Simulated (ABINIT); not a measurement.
**Ag: optical-spectrum calculation (part 1 of 2)**

Ag (Im-3m, 1 atom in the cell), computed with Kohn-Sham DFT of a periodic cell, PBEsol, PseudoDojo NC SR PBEsol v0.4.1 standard, no spin polarisation (ABINIT 10.8.3).

The structure derives from a Materials Project entry.

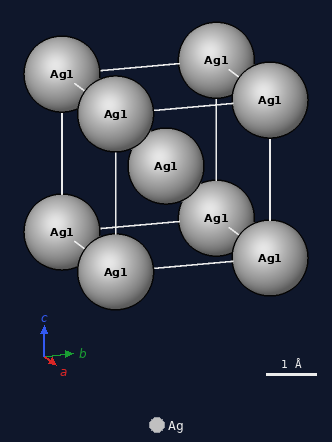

Fig. 1: The structure as given in the input (spheres-only view of the cell 2 times as large as that of the calculation, set on its symmetry axes, seen slightly off an axis; atoms are numbered from 1 in the order of the input). An atom can appear more than once, as a periodic image.

## Input
```
# Datasets
ndtset 3

# Pseudopotentials
pp_dirpath "./"
pseudos "Ag.upf"

# Structure
acell 3*1.0 Angstrom
rprim
    -1.6556540000     1.6556540000     1.6556540000
     1.6556540000    -1.6556540000     1.6556540000
     1.6556540000     1.6556540000    -1.6556540000
ntypat 1
znucl 47
natom 1
typat 1
xred
            0.0            0.0            0.0

# Plane-wave basis
ecut 37.0

# k points
ngkpt 14 14 14
nshiftk 2
shiftk
     0.2500000000     0.2500000000     0.2500000000
    -0.2500000000    -0.2500000000    -0.2500000000
istwfk *1

# Exchange and correlation
ixc -116133

# Bands and occupations
occopt 3
tsmear 0.00367493

# SCF cycle
nstep 80

# Output
iomode 3
prteig 0
prtebands 0

# Dataset 1: ground state
nband1 14
tolvrs1 1.0e-12
prtden1 1
prtwf1 0
kptopt1 1

# Dataset 2: empty bands at fixed density
iscf2 -3
getden2 1
nband2 20
nbdbuf2 4
tolwfr2 1.0e-12
nstep2 120
prtden2 0
kptopt2 1

# Dataset 3: wave functions and velocity matrix elements in the full zone
optdriver3 8
wfk_task3 "wfk_optics_fullbz"
getwfk3 2
nband3 16
kptopt3 1
prtevk3 1
inclvkb3 2
```

## File optic.abi
```
&FILES
 ddkfile_1 = 'runo_DS3_1_EVK.nc',
 ddkfile_2 = 'runo_DS3_2_EVK.nc',
 ddkfile_3 = 'runo_DS3_3_EVK.nc',
 wfkfile = 'runo_DS3_WFK.nc'
/
&PARAMETERS
 broadening = 0.001837,
 domega = 0.002,
 maxomega = 0.8,
 scissor = 0.000000,
 tolerance = 0.002
/
&COMPUTATIONS
 num_lin_comp = 1,
 lin_comp = 11,
 num_nonlin_comp = 0
/
```

Run on 1 thread of AMD EPYC (Zen 3), 200 GiB of memory available, shared host.

Command:
```bash
abinit run.abi > log 2>&1
optic optic.abi > optic.log 2>&1
```

## Log
```
.Version 10.8.3 of ABINIT
 DATASET    1 : space group Im -3 m (#229); Bravais cI (body-center cubic)
================================================================================
 Values of the parameters that define the memory need for DATASET  1.
     intxc =       0    ionmov =       0      iscf =       7    lmnmax =       6
     lnmax =       6     mgfft =      30  mpssoang =       3    mqgrid =    3001
     natom =       1  nloc_mem =       1    nspden =       1   nspinor =       1
    nsppol =       1      nsym =      48    n1xccc =    2501    ntypat =       1
    occopt =       3   xclevel =       2
       mpw =        1335          nfft =       27000          nkpt =         168
================================================================================
================================================================================

 DATASET    2 : space group Im -3 m (#229); Bravais cI (body-center cubic)
================================================================================
 Values of the parameters that define the memory need for DATASET  2.
     intxc =       0    ionmov =       0      iscf =      -3    lmnmax =       6
     lnmax =       6     mgfft =      30  mpssoang =       3    mqgrid =    3001
     natom =       1  nloc_mem =       1    nspden =       1   nspinor =       1
    nsppol =       1      nsym =      48    n1xccc =    2501    ntypat =       1
    occopt =       3   xclevel =       2
       mpw =        1335          nfft =       27000          nkpt =         168
================================================================================
================================================================================

 DATASET    3 : space group Im -3 m (#229); Bravais cI (body-center cubic)
================================================================================
 Values of the parameters that define the memory need for DATASET  3.
     intxc =       0    ionmov =       0      iscf =       7    lmnmax =       6
     lnmax =       6     mgfft =      30  mpssoang =       3    mqgrid =    3001
     natom =       1  nloc_mem =       1    nspden =       1   nspinor =       1
    nsppol =       1      nsym =      48    n1xccc =    2501    ntypat =       1
    occopt =       3   xclevel =       2
       mpw =        1335          nfft =       27000          nkpt =         168
================================================================================
================================================================================

--------------------------------------------------------------------------------
------------- Echo of variables that govern the present computation ------------
--------------------------------------------------------------------------------
 -outvars: echo values of preprocessed input variables --------
            acell      1.8897261259E+00  1.8897261259E+00  1.8897261259E+00 Bohr
              amu      1.07868200E+02
             ecut      3.70000000E+01 Hartree
           getden1          0
           getden2          1
           getden3          0
           getwfk1          0
           getwfk2          0
           getwfk3          2
             iscf1          7
             iscf2         -3
             iscf3          7
              ixc     -116133
           jdtset        1    2    3
                       outvar_i_n : Printing only first  50 k-points.
         kptrlatt       14    0   14      0   14   14    -14  -14    0
          kptrlen      8.76045133E+01
            natom           1
            nband1         14
            nband2         20
            nband3         16
           nbdbuf1          0
           nbdbuf2          4
           nbdbuf3          0
           ndtset           3
            ngfft          30      30      30
             nkpt         168
            nstep1         80
            nstep2        120
            nstep3         80
             nsym          48
           ntypat           1
                       prtocc : prtvol=0, do not print more k-points.
                       prtocc : prtvol=0, do not print more k-points.
                       prtocc : prtvol=0, do not print more k-points.
           occopt           3
        optdriver1          0
        optdriver2          0
        optdriver3          8
           prtden1          1
           prtden2          0
           prtden3          1
        prtebands           0
           prteig           0
           prtevk1          0
           prtevk2          0
           prtevk3          1
            prtwf1          0
            prtwf2          1
            prtwf3          1
            rprim     -1.6556540000E+00  1.6556540000E+00  1.6556540000E+00
                       1.6556540000E+00 -1.6556540000E+00  1.6556540000E+00
                       1.6556540000E+00  1.6556540000E+00 -1.6556540000E+00
           shiftk      5.00000000E-01  5.00000000E-01 -5.00000000E-01
          spgroup         229
           tolvrs1     1.00000000E-12
           tolvrs2     0.00000000E+00
           tolvrs3     0.00000000E+00
           tolwfr1     0.00000000E+00
           tolwfr2     1.00000000E-12
           tolwfr3     0.00000000E+00
           tsmear      3.67493000E-03 Hartree
            typat      1
         wfk_task1          0
         wfk_task2          0
         wfk_task3          7
                       outvars : Printing only first  50 k-points.
            znucl       47.00000

================================================================================

 chkinp: Checking input parameters for consistency, jdtset=   1.

 chkinp: Checking input parameters for consistency, jdtset=   2.

 chkinp: Checking input parameters for consistency, jdtset=   3.

================================================================================
== DATASET  1 ==================================================================

--- !DatasetInfo
iteration_state: {dtset: 1, }
dimensions: {natom: 1, nkpt: 168, mband: 14, nsppol: 1, nspinor: 1, nspden: 1, mpw: 1335, }
cutoff_energies: {ecut:  37.0, pawecutdg:  -1.0, }
electrons: {nelect:   1.90000000E+01, charge:   0.00000000E+00, occopt:   3.00000000E+00, tsmear:   3.67493000E-03, }
meta: {optdriver: 0, ionmov: 0, optcell: 0, iscf: 7, paral_kgb: 0, }
...

 Real(R)+Recip(G) space primitive vectors, cartesian coordinates (Bohr,Bohr^-1):
 R(1)= -3.1287326  3.1287326  3.1287326  G(1)=  0.0000000  0.1598091  0.1598091
 R(2)=  3.1287326 -3.1287326  3.1287326  G(2)=  0.1598091  0.0000000  0.1598091
 R(3)=  3.1287326  3.1287326 -3.1287326  G(3)=  0.1598091  0.1598091  0.0000000
 Unit cell volume ucvol=  1.2250825E+02 bohr^3
 Angles (23,13,12)=  1.09471221E+02  1.09471221E+02  1.09471221E+02 degrees

 getcut: wavevector=  0.0000  0.0000  0.0000  ngfft=  30  30  30
         ecut(hartree)=     37.000   => boxcut(ratio)=   2.02174

--- Pseudopotential description ------------------------------------------------
- pspini: atom type   1  psp file is ./Ag.upf
  47.00000  19.00000  180301                  znucl, zion, pspdat
12 -116133 2 -1 1538                          pspcod,pspxc,lmax,lloc,mmax
     nproj     2     2     2

   5.25270417E+02                                ecore*ucvol(ha*bohr**3)
--------------------------------------------------------------------------------

================================================================================

--- !BeginCycle
iteration_state: {dtset: 1, }
solver: {iscf: 7, nstep: 80, nline: 4, wfoptalg: 0, }
tolerances: {tolvrs: 1.00E-12, }
...

     iter   Etot(hartree)      deltaE(h)  residm     vres2
 ETOT  1  -154.83652036358    -1.548E+02 1.393E-01 5.284E+01
 ETOT  2  -154.87593429970    -3.941E-02 1.694E-02 5.690E+01
 ETOT  3  -154.89525671381    -1.932E-02 1.865E-03 7.717E-02
 ETOT  4  -154.89528903806    -3.232E-05 1.389E-03 9.341E-05
 ETOT  5  -154.89528905527    -1.721E-08 1.463E-04 5.726E-06
 ETOT  6  -154.89528905734    -2.073E-09 1.120E-04 1.052E-07
 ETOT  7  -154.89528905737    -2.964E-11 2.080E-05 3.828E-10
 ETOT  8  -154.89528905737     4.491E-12 1.235E-05 2.733E-12
 ETOT  9  -154.89528905737     0.000E+00 1.582E-05 1.125E-15

 At SCF step    9       vres2   =  1.12E-15 < tolvrs=  1.00E-12 =>converged.

 Cartesian components of stress tensor (hartree/bohr^3)
  sigma(1 1)=  3.11088517E-04  sigma(3 2)=  0.00000000E+00
  sigma(2 2)=  3.11088517E-04  sigma(3 1)=  0.00000000E+00
  sigma(3 3)=  3.11088517E-04  sigma(2 1)=  0.00000000E+00
```
